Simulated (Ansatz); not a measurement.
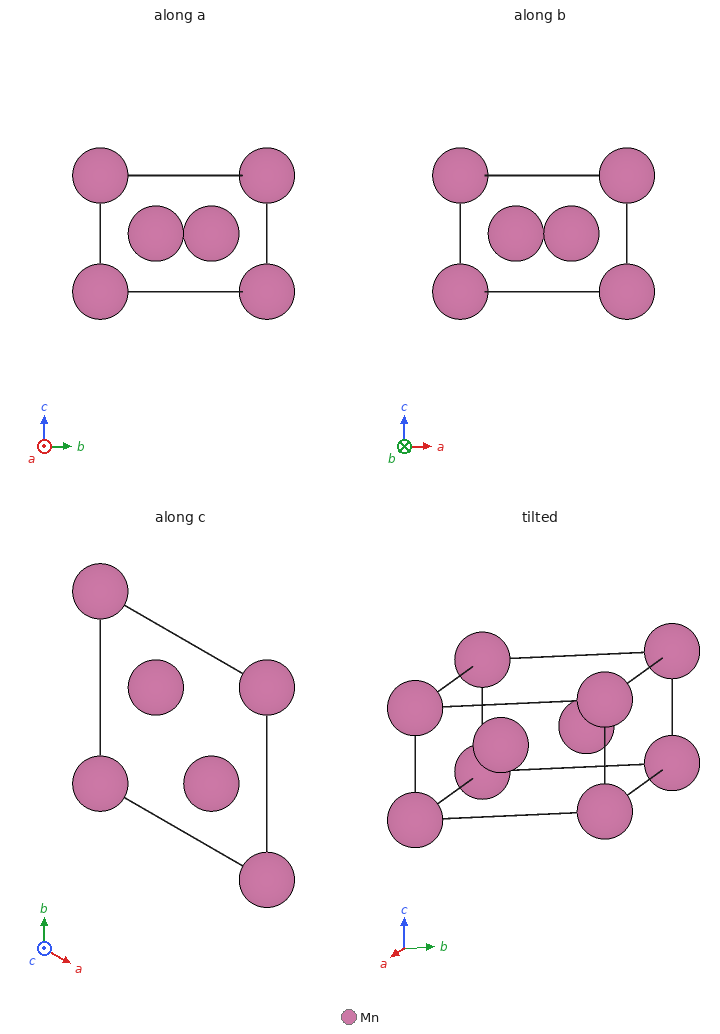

Spheres-only drawing of the structure, looking along the a axis, along the b axis, along the c axis and slightly off an axis. The outline marks the conventional unit cell.

Lattice parameters: a = 4.459 Å, b = 4.459 Å, c = 2.693 Å, α = 90.00°, β = 90.00°, γ = 120.00°. Put a along x and b in the xy plane.

Reconstruct the structure as a POSCAR file.

Answer.
```
Mn
1.0
     4.459    0.000    0.000
    -2.229    3.861    0.000
     0.000    0.000    2.693
Mn
3
Direct
  0.0000 0.0000 0.0000
  0.3333 0.6667 0.5000
  0.6667 0.3333 0.5000
```

The initial geometry was a structure type filled with this element by a generator (whether the element takes this form wasn't checked). Earlier steps of the study may have refined or changed the cell and positions. Ansatz was used for an electronic-structure calculation on it.
